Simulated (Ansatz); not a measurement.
Molecular dynamics, with input and output: WC (part 1 of 2)

System: WC (slab, 16 atoms in the cell).
Method: DFT PBE, scalar-relativistic, plane waves, PAW, PAW set soft_1, no spin polarisation (Ansatz 0.2.0).

The structure derives from an entry of the Crystallography Open Database. The input holds or restrains some coordinates. It belongs to a series of runs on one base structure; here: dynamics from the last frame of the run before. Figures and captions count atoms from 1; the log counts them from 0 in places.

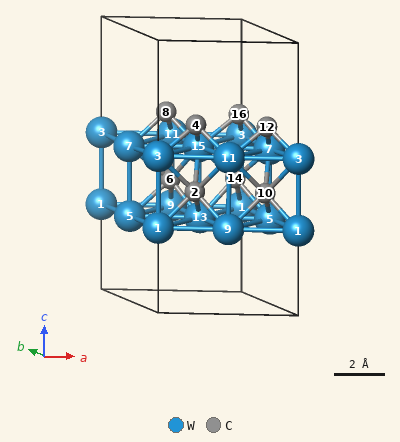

**Figure 1.** The starting structure (ball-and-stick view of the cell of the calculation, with the vacuum cut short, seen slightly off an axis; atoms are numbered from 1 in the order of the input). An atom can appear more than once, as a periodic image. Near neighbours in the periodic cell (some may lie outside the picture): W has 3 C at 2.02 to 2.27 Å and 7 W at 2.84 to 2.94 Å; C has 6 W at 2.02 to 2.37 Å; W has 6 C at 1.93 to 2.37 Å and 7 W at 2.76 to 2.94 Å; C has 3 W at 1.93 to 2.21 Å.

### Input file
```yaml
accuracy: low
crystal:
  lattice:
    - [5.6872, 0.0, 0.0]
    - [-2.8436, 4.92526, 0.0]
    - [0.0, 0.0, 16.189425]
  atoms:
    - { symbol: W, position: [0.0, 0.0, 0.0617687] }
    - { symbol: C, position: [0.32891819, 0.16809905, 0.14600633] }
    - { symbol: W, position: [0.00401546, 0.00691109, 0.24337033] }
    - { symbol: C, position: [0.34339776, 0.18399677, 0.31481603] }
    - { symbol: W, position: [-2.0e-08, 0.49999998, 0.0617687] }
    - { symbol: C, position: [0.36845202, 0.69789802, 0.14627897] }
    - { symbol: W, position: [-0.00558929, 0.49851191, 0.23855893] }
    - { symbol: C, position: [0.31118173, 0.6284997, 0.32078653] }
    - { symbol: W, position: [0.50000002, 0.0, 0.0617687] }
    - { symbol: C, position: [0.83354423, 0.17380751, 0.14506463] }
    - { symbol: W, position: [0.50481007, -0.00304578, 0.24334847] }
    - { symbol: C, position: [0.8367879, 0.15109537, 0.31513966] }
    - { symbol: W, position: [0.5, 0.49999998, 0.0617687] }
    - { symbol: C, position: [0.82126487, 0.66883038, 0.15362158] }
    - { symbol: W, position: [0.48755533, 0.49307772, 0.24194055] }
    - { symbol: C, position: [0.84541949, 0.66549952, 0.31605303] }
basis:
  ecutwfc: 420.0
kpoints:
  mp_grid: { grid: [3, 3, 1] }
hamiltonian:
  xc: pbe
  pseudopotentials: { kind: paw, azcp: { folder: soft_1 } }
scf:
  occupations: { method: fermi_dirac, width: 0.1 }
  lower_state_search: "off"
md:
  timestep: 1
  n_steps: 190
  ensemble: nvt_langevin
  temperature: 1050.0
  initial_velocities: maxwell_boltzmann
  seed: 660049
  friction: 0.05
  constraints: [{ sites: [0, 4, 8, 12] }]
```

Run on 2 threads of Arm Neoverse V2, 24 GiB of memory available, shared host.

Run as:
```bash
ansatz run input.yaml --threads 2 --pin off --max-ram 5120MiB --backend cpu --events-out ev --progress --plain --runs-dir out
```

### What the program printed
```
Warning: md: disabling space-group detection — thermal motion breaks the input geometry's symmetry, so no spatial operation reduces the k-mesh or symmetrises the density; time reversal is kept, so that k and −k are solved as one point where they differ and the mesh holds both, and exact exchange and, on two spinor components, a DFT+U term hold to it where the run has them: on two components no moment then forms, and a state that bears one, which a typed moment (crystal.atoms[].spin; refused beside efield: under a hybrid functional) reaches, can lie lower, under hf by electronvolts; crystal.symmetry.detect: false (a key that needs symmetry detection or time reversal refuses this as the deck is read) with time_reversal: false beside it drops time reversal too
Engine: ansatz 0.2.0, aarch64-unknown-linux-gnu
Pseudopotentials: kind: paw
Pseudopotential: W, paw, valence charge 14, recommended cutoff 420 eV (normal), [file]
Pseudopotential: C, paw, valence charge 4, recommended cutoff 420 eV (normal), [file]
Functional definition: PBE
  parameter kappa = 0.804
  parameter beta = 0.06672455060314922
  exchange = pbe_x(kappa = kappa, mu = beta*pi^2/3)
  correlation = pbe_c(beta = beta)
Crystal: 16 atoms, lattice volume = 453.481 Å³
Basis set: ecut = 420 eV, 8911 PW (Γ), exchange–correlation on 80×80×240 points (8 copies of the dense FFT grid, shifted against one another)
Bands: 88, of which v1, the nominal top of the filled ones, is band 72 counted from 1 (71 counted from 0)
Symmetry: 1 space group operations
k-points: 5 of 9 (time reversal used)
Non-local potential: W, projectors of the file, l = 0: 3, l = 1: 2, l = 2: 2, l = 3: 1
Non-local potential: C, projectors of the file, l = 0: 2, l = 1: 2, l = 2: 1
PAW form: soft (Blöchl's): semilocal exchange-correlation on the pseudo side does not see the compensation charge
PAW one-centre angular grid: W, 590 points (default); XC on 64 Gauss nodes
PAW one-centre angular grid: C, 110 points (default); XC on 64 Gauss nodes
Initial density: superposition of atomic densities (neutral atoms: chi_scale 0, normalization atom)
Initial wavefunctions: pseudopotential atomic-orbital guess
Functional: x = pbe(κ = 0.804, μ = 0.2195149727645171), c = pbe(β = 0.06672455060314922)
SCF iter   1: F=—  HF=-85092.256894 eV  |F-HF|=—  |Δ(HF+E_count)|=         —  Δρ=9.47e-2  dr2=1.71e2  ethr=3.10e-3  ⟨swp⟩=7.8  Hψ=2151  notcnv=0  defer=1
preconditioner: auto → LDOS  [metal: Δε(μ)=0.131 eV  Ē_g=7.874 eV  σ=0.100 eV  W_gap=0.31  n_scr=82 (ndim 8)  ℏωp=15.6 eV  f_vac=0.516  D(μ)=11.27/eV (n_scr^D=64)  β→1.0]
SCF iter   2: F=—  HF=-85085.060569 eV  |F-HF|=—  |Δ(HF+E_count)|=    7.20e0  Δρ=7.20e-2  dr2=3.48e1  ethr=3.10e-3  ⟨swp⟩=6.4  Hψ=1293  notcnv=0  defer=5
SCF iter   3: F=—  HF=-85079.092675 eV  |F-HF|=—  |Δ(HF+E_count)|=    5.97e0  Δρ=1.99e-2  dr2=8.21e0  ethr=3.10e-3  ⟨swp⟩=4.8  Hψ=1211  notcnv=0  defer=1
SCF iter   4: F=—  HF=-85078.173356 eV  |F-HF|=—  |Δ(HF+E_count)|=   9.19e-1  Δρ=4.97e-3  dr2=3.37e-1  ethr=3.10e-3  ⟨swp⟩=5.2  Hψ=872  notcnv=0  defer=1
SCF iter   5: F=—  HF=-85078.189563 eV  |F-HF|=—  |Δ(HF+E_count)|=   1.62e-2  Δρ=2.83e-3  dr2=8.56e-2  ethr=2.34e-4  ⟨swp⟩=2.4  Hψ=717  notcnv=0  defer=1
SCF iter   6: F=—  HF=-85078.182011 eV  |F-HF|=—  |Δ(HF+E_count)|=   7.55e-3  Δρ=1.42e-3  dr2=2.39e-2  ethr=5.95e-5  ⟨swp⟩=2.2  Hψ=645  notcnv=0  defer=1
SCF iter   7: F=—  HF=-85078.179357 eV  |F-HF|=—  |Δ(HF+E_count)|=   2.65e-3  Δρ=3.98e-4  dr2=1.29e-3  ethr=1.66e-5  ⟨swp⟩=2.8  Hψ=606  notcnv=0  defer=1
SCF iter   8: F=—  HF=-85078.179269 eV  |F-HF|=—  |Δ(HF+E_count)|=   8.80e-5  Δρ=1.54e-4  dr2=3.37e-4  ethr=8.96e-7  ⟨swp⟩=3.4  Hψ=851  notcnv=0  defer=1
SCF iter   9: F=—  HF=-85078.179304 eV  |F-HF|=—  |Δ(HF+E_count)|=   3.47e-5  Δρ=6.58e-5  dr2=4.41e-5  ethr=2.34e-7  ⟨swp⟩=2.6  Hψ=672  notcnv=0  defer=1
SCF iter  10: F=—  HF=-85078.179303 eV  |F-HF|=—  |Δ(HF+E_count)|=   7.50e-7  Δρ=3.36e-5  dr2=5.85e-6  ethr=3.06e-8  ⟨swp⟩=2.0  Hψ=593  notcnv=0  defer=1
SCF iter  11: F=—  HF=-85078.179438 eV  |F-HF|=—  |Δ(HF+E_count)|=   1.34e-4  Δρ=1.31e-5  dr2=1.45e-6  ethr=4.06e-9  ⟨swp⟩=2.8  Hψ=700  notcnv=0  defer=1
SCF iter  12: F=—  HF=-85078.179438 eV  |F-HF|=—  |Δ(HF+E_count)|=   7.85e-7  Δρ=5.02e-6  dr2=2.06e-7  ethr=1.01e-9  ⟨swp⟩=3.0  Hψ=943  notcnv=0  defer=1
SCF iter  13: F=—  HF=-85078.179439 eV  |F-HF|=—  |Δ(HF+E_count)|=   8.06e-8  Δρ=2.13e-6  dr2=1.69e-8  ethr=1.43e-10  ⟨swp⟩=2.0  Hψ=635  notcnv=0  defer=1
SCF iter  14: F=-85078.179439 eV  HF=-85078.179439 eV  |F-HF|=2.23e-9  |Δ(HF+E_count)|=   2.84e-8  Δρ=8.38e-7  dr2=6.54e-9  ethr=1.11e-11  ⟨swp⟩=5.2  Hψ=1580  notcnv=0
SCF 1 converged in 14 iterations: F = -85078.179439 eV  dr2 = 6.54e-9
  greatest PAW one-centre occupation: 0.999 electrons in one spin orbital (limit 2), on the W atom at site 14 (counted from 0), in its partial waves of l = 0
md step     0: t =     0.00 fs  T =  1050.0 K  F+E_penalty+E_count = -85078.17943853 eV  E_kin = 1.628676 eV  (14 SCF iters)
Initial density: handed on by an earlier stage of this run
Initial wavefunctions: those handed on with the density
iter 1 solved again at ethr=8.07e-6 eV; its pass at ethr=3.10e-3 eV (dr2=1.16e-2 eV) is discarded
SCF iter   1: F=—  HF=-85078.186875 eV  |F-HF|=—  |Δ(HF+E_count)|=         —  Δρ=1.26e-3  dr2=1.12e-2  ethr=8.07e-6  ⟨swp⟩=2.8  Hψ=2509  notcnv=0
preconditioner: auto → LDOS  [insulator: Δε(μ)=0.509 eV  Ē_g=6.845 eV  σ=0.100 eV  W_gap=0.58  n_scr=82 (ndim 8)  ℏωp=15.6 eV  f_vac=0.530  D(μ)=3.55/eV (n_scr^D=6)  ε∞_Penn≈6.2  β→1.0]
SCF iter   2: F=—  HF=-85078.187035 eV  |F-HF|=—  |Δ(HF+E_count)|=   1.61e-4  Δρ=1.07e-3  dr2=1.55e-2  ethr=7.80e-6  ⟨swp⟩=2.2  Hψ=758  notcnv=0
SCF iter   3: F=—  HF=-85078.184441 eV  |F-HF|=—  |Δ(HF+E_count)|=   2.59e-3  Δρ=3.09e-4  dr2=1.43e-3  ethr=7.80e-6  ⟨swp⟩=2.0  Hψ=636  notcnv=0
SCF iter   4: F=—  HF=-85078.184280 eV  |F-HF|=—  |Δ(HF+E_count)|=   1.61e-4  Δρ=8.98e-5  dr2=6.84e-5  ethr=9.94e-7  ⟨swp⟩=2.2  Hψ=644  notcnv=0
SCF iter   5: F=—  HF=-85078.184278 eV  |F-HF|=—  |Δ(HF+E_count)|=   1.39e-6  Δρ=3.03e-5  dr2=5.53e-6  ethr=4.75e-8  ⟨swp⟩=2.6  Hψ=651  notcnv=0
SCF iter   6: F=—  HF=-85078.184410 eV  |F-HF|=—  |Δ(HF+E_count)|=   1.31e-4  Δρ=1.27e-5  dr2=1.09e-6  ethr=3.84e-9  ⟨swp⟩=2.6  Hψ=772  notcnv=0
SCF iter   7: F=—  HF=-85078.184410 eV  |F-HF|=—  |Δ(HF+E_count)|=   4.41e-7  Δρ=5.20e-6  dr2=1.70e-7  ethr=7.57e-10  ⟨swp⟩=2.0  Hψ=620  notcnv=0
SCF iter   8: F=—  HF=-85078.184410 eV  |F-HF|=—  |Δ(HF+E_count)|=   1.82e-7  Δρ=2.24e-6  dr2=2.50e-8  ethr=1.18e-10  ⟨swp⟩=2.4  Hψ=613  notcnv=0
SCF iter   9: F=-85078.184410 eV  HF=-85078.184410 eV  |F-HF|=5.46e-9  |Δ(HF+E_count)|=   5.54e-8  Δρ=9.10e-7  dr2=4.08e-9  ethr=1.11e-11  ⟨swp⟩=5.0  Hψ=1513  notcnv=0
SCF 2 converged in 9 iterations: F = -85078.184410 eV  dr2 = 4.08e-9
md step     1: t =     1.00 fs  T =  1017.4 K  F+E_penalty+E_count = -85078.18441047 eV  E_kin = 1.578115 eV  (9 SCF iters)
[... from here on the SCF iterations and repeated set-up lines of each step are left out, up to the last step ...]
md step     2: t =     2.00 fs  T =  1188.6 K  F+E_penalty+E_count = -85078.17885375 eV  E_kin = 1.843607 eV  (9 SCF iters)
md step     3: t =     3.00 fs  T =  1241.5 K  F+E_penalty+E_count = -85078.16507395 eV  E_kin = 1.925684 eV  (9 SCF iters)
md step     4: t =     4.00 fs  T =  1320.2 K  F+E_penalty+E_count = -85078.14566735 eV  E_kin = 2.047834 eV  (9 SCF iters)
md step     5: t =     5.00 fs  T =  1170.8 K  F+E_penalty+E_count = -85078.12797682 eV  E_kin = 1.816022 eV  (7 SCF iters)
md step     6: t =     6.00 fs  T =  1161.4 K  F+E_penalty+E_count = -85078.12617118 eV  E_kin = 1.801466 eV  (7 SCF iters)
md step     7: t =     7.00 fs  T =  1151.2 K  F+E_penalty+E_count = -85078.13780814 eV  E_kin = 1.785601 eV  (7 SCF iters)
md step     8: t =     8.00 fs  T =  1213.2 K  F+E_penalty+E_count = -85078.16367921 eV  E_kin = 1.881818 eV  (7 SCF iters)
md step     9: t =     9.00 fs  T =  1056.0 K  F+E_penalty+E_count = -85078.20335931 eV  E_kin = 1.637951 eV  (7 SCF iters)
md step    10: t =    10.00 fs  T =   835.6 K  F+E_penalty+E_count = -85078.25372067 eV  E_kin = 1.296174 eV  (8 SCF iters)
md step    11: t =    11.00 fs  T =   838.8 K  F+E_penalty+E_count = -85078.31138427 eV  E_kin = 1.301052 eV  (7 SCF iters)
md step    12: t =    12.00 fs  T =   802.3 K  F+E_penalty+E_count = -85078.36557934 eV  E_kin = 1.244472 eV  (7 SCF iters)
md step    13: t =    13.00 fs  T =   775.3 K  F+E_penalty+E_count = -85078.40269089 eV  E_kin = 1.202616 eV  (7 SCF iters)
md step    14: t =    14.00 fs  T =   748.1 K  F+E_penalty+E_count = -85078.42340656 eV  E_kin = 1.160359 eV  (7 SCF iters)
md step    15: t =    15.00 fs  T =   963.4 K  F+E_penalty+E_count = -85078.43068421 eV  E_kin = 1.494309 eV  (6 SCF iters)
md step    16: t =    16.00 fs  T =   920.1 K  F+E_penalty+E_count = -85078.42422439 eV  E_kin = 1.427205 eV  (7 SCF iters)
md step    17: t =    17.00 fs  T =   918.7 K  F+E_penalty+E_count = -85078.41481904 eV  E_kin = 1.425090 eV  (6 SCF iters)
md step    18: t =    18.00 fs  T =   815.4 K  F+E_penalty+E_count = -85078.39763472 eV  E_kin = 1.264845 eV  (6 SCF iters)
md step    19: t =    19.00 fs  T =   831.8 K  F+E_penalty+E_count = -85078.38330975 eV  E_kin = 1.290226 eV  (7 SCF iters)
md step    20: t =    20.00 fs  T =   782.3 K  F+E_penalty+E_count = -85078.38295954 eV  E_kin = 1.213467 eV  (8 SCF iters)
md step    21: t =    21.00 fs  T =   813.2 K  F+E_penalty+E_count = -85078.41166375 eV  E_kin = 1.261437 eV  (7 SCF iters)
md step    22: t =    22.00 fs  T =   961.1 K  F+E_penalty+E_count = -85078.45654055 eV  E_kin = 1.490743 eV  (7 SCF iters)
md step    23: t =    23.00 fs  T =  1190.7 K  F+E_penalty+E_count = -85078.50103305 eV  E_kin = 1.846957 eV  (6 SCF iters)
md step    24: t =    24.00 fs  T =  1201.5 K  F+E_penalty+E_count = -85078.53928403 eV  E_kin = 1.863651 eV  (7 SCF iters)
md step    25: t =    25.00 fs  T =  1159.2 K  F+E_penalty+E_count = -85078.56796189 eV  E_kin = 1.798102 eV  (7 SCF iters)
md step    26: t =    26.00 fs  T =  1278.6 K  F+E_penalty+E_count = -85078.58972176 eV  E_kin = 1.983210 eV  (7 SCF iters)
md step    27: t =    27.00 fs  T =  1250.3 K  F+E_penalty+E_count = -85078.59997138 eV  E_kin = 1.939305 eV  (7 SCF iters)
md step    28: t =    28.00 fs  T =  1337.4 K  F+E_penalty+E_count = -85078.59720381 eV  E_kin = 2.074426 eV  (7 SCF iters)
md step    29: t =    29.00 fs  T =  1424.5 K  F+E_penalty+E_count = -85078.56925165 eV  E_kin = 2.209575 eV  (6 SCF iters)
md step    30: t =    30.00 fs  T =  1163.3 K  F+E_penalty+E_count = -85078.52003158 eV  E_kin = 1.804477 eV  (8 SCF iters)
md step    31: t =    31.00 fs  T =   983.1 K  F+E_penalty+E_count = -85078.45857679 eV  E_kin = 1.524888 eV  (7 SCF iters)
md step    32: t =    32.00 fs  T =   857.7 K  F+E_penalty+E_count = -85078.38594600 eV  E_kin = 1.330413 eV  (7 SCF iters)
md step    33: t =    33.00 fs  T =   837.7 K  F+E_penalty+E_count = -85078.33099755 eV  E_kin = 1.299410 eV  (8 SCF iters)
md step    34: t =    34.00 fs  T =   827.5 K  F+E_penalty+E_count = -85078.30449376 eV  E_kin = 1.283542 eV  (7 SCF iters)
md step    35: t =    35.00 fs  T =   967.2 K  F+E_penalty+E_count = -85078.29935168 eV  E_kin = 1.500313 eV  (7 SCF iters)
md step    36: t =    36.00 fs  T =  1071.6 K  F+E_penalty+E_count = -85078.30495447 eV  E_kin = 1.662140 eV  (7 SCF iters)
md step    37: t =    37.00 fs  T =  1106.7 K  F+E_penalty+E_count = -85078.29734651 eV  E_kin = 1.716686 eV  (7 SCF iters)
md step    38: t =    38.00 fs  T =  1155.2 K  F+E_penalty+E_count = -85078.26532730 eV  E_kin = 1.791864 eV  (7 SCF iters)
md step    39: t =    39.00 fs  T =  1260.6 K  F+E_penalty+E_count = -85078.22793835 eV  E_kin = 1.955338 eV  (7 SCF iters)
md step    40: t =    40.00 fs  T =  1252.5 K  F+E_penalty+E_count = -85078.19619880 eV  E_kin = 1.942744 eV  (9 SCF iters)
md step    41: t =    41.00 fs  T =  1234.1 K  F+E_penalty+E_count = -85078.16811687 eV  E_kin = 1.914176 eV  (7 SCF iters)
md step    42: t =    42.00 fs  T =  1274.9 K  F+E_penalty+E_count = -85078.15104478 eV  E_kin = 1.977508 eV  (7 SCF iters)
md step    43: t =    43.00 fs  T =  1274.4 K  F+E_penalty+E_count = -85078.14783204 eV  E_kin = 1.976676 eV  (7 SCF iters)
md step    44: t =    44.00 fs  T =  1429.9 K  F+E_penalty+E_count = -85078.16843969 eV  E_kin = 2.218021 eV  (7 SCF iters)
md step    45: t =    45.00 fs  T =  1444.7 K  F+E_penalty+E_count = -85078.20321676 eV  E_kin = 2.240944 eV  (7 SCF iters)
md step    46: t =    46.00 fs  T =  1308.3 K  F+E_penalty+E_count = -85078.23112576 eV  E_kin = 2.029350 eV  (7 SCF iters)
md step    47: t =    47.00 fs  T =  1265.8 K  F+E_penalty+E_count = -85078.24639324 eV  E_kin = 1.963340 eV  (6 SCF iters)
md step    48: t =    48.00 fs  T =  1262.4 K  F+E_penalty+E_count = -85078.24225166 eV  E_kin = 1.958179 eV  (7 SCF iters)
md step    49: t =    49.00 fs  T =  1195.0 K  F+E_penalty+E_count = -85078.22101201 eV  E_kin = 1.853566 eV  (7 SCF iters)
md step    50: t =    50.00 fs  T =  1192.0 K  F+E_penalty+E_count = -85078.18460092 eV  E_kin = 1.848893 eV  (8 SCF iters)
md step    51: t =    51.00 fs  T =  1231.6 K  F+E_penalty+E_count = -85078.14818670 eV  E_kin = 1.910295 eV  (7 SCF iters)
md step    52: t =    52.00 fs  T =   964.7 K  F+E_penalty+E_count = -85078.11845810 eV  E_kin = 1.496409 eV  (7 SCF iters)
md step    53: t =    53.00 fs  T =   821.2 K  F+E_penalty+E_count = -85078.10121782 eV  E_kin = 1.273855 eV  (7 SCF iters)
md step    54: t =    54.00 fs  T =   936.5 K  F+E_penalty+E_count = -85078.09504729 eV  E_kin = 1.452607 eV  (7 SCF iters)
md step    55: t =    55.00 fs  T =  1000.8 K  F+E_penalty+E_count = -85078.07741608 eV  E_kin = 1.552385 eV  (8 SCF iters)
md step    56: t =    56.00 fs  T =   822.5 K  F+E_penalty+E_count = -85078.06835146 eV  E_kin = 1.275853 eV  (7 SCF iters)
md step    57: t =    57.00 fs  T =   950.6 K  F+E_penalty+E_count = -85078.08192310 eV  E_kin = 1.474479 eV  (7 SCF iters)
md step    58: t =    58.00 fs  T =   950.7 K  F+E_penalty+E_count = -85078.10820315 eV  E_kin = 1.474623 eV  (7 SCF iters)
md step    59: t =    59.00 fs  T =   892.6 K  F+E_penalty+E_count = -85078.14394570 eV  E_kin = 1.384517 eV  (7 SCF iters)
md step    60: t =    60.00 fs  T =   817.6 K  F+E_penalty+E_count = -85078.18119953 eV  E_kin = 1.268262 eV  (9 SCF iters)
md step    61: t =    61.00 fs  T =   807.4 K  F+E_penalty+E_count = -85078.22421053 eV  E_kin = 1.252391 eV  (8 SCF iters)
md step    62: t =    62.00 fs  T =   969.7 K  F+E_penalty+E_count = -85078.26276279 eV  E_kin = 1.504133 eV  (7 SCF iters)
md step    63: t =    63.00 fs  T =   809.3 K  F+E_penalty+E_count = -85078.28659557 eV  E_kin = 1.255248 eV  (7 SCF iters)
```
